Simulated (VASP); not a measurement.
System: Ti.

```
Ti
1.0
     2.67433    0.00000    0.00000
     0.00000    2.67433    0.00000
     0.00000    0.00000    2.67433
Ti
1
Direct
  0.00000 0.00000 0.00000
```

Space group Pm-3m; a generated structure, not necessarily the stable one; changed on purpose from its base cell (volume × 1.0).

Method: Kohn-Sham DFT of a periodic cell, BLYP, VASP PAW PBE potentials, recommended in VASP.

**What will maps of the valence pseudo-density and electron localisation function show?**

Ti–Ti (2.67 Å): the density is about 0.25 e/Å³ at the midpoint; the ELF is about 0.25 at the midpoint (no shared electron pair shows on this line).

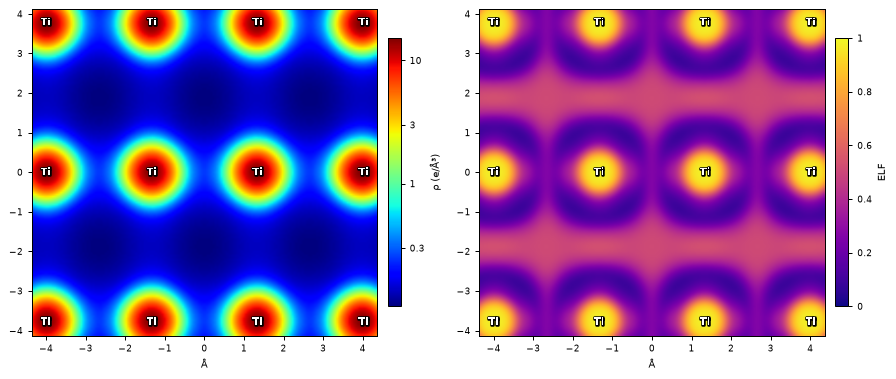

Computed valence pseudo-density and electron localisation function on the (011) plane of the conventional cell, in this order. 

In a PAW calculation such maps are meaningful between the atoms, not at the nuclei.
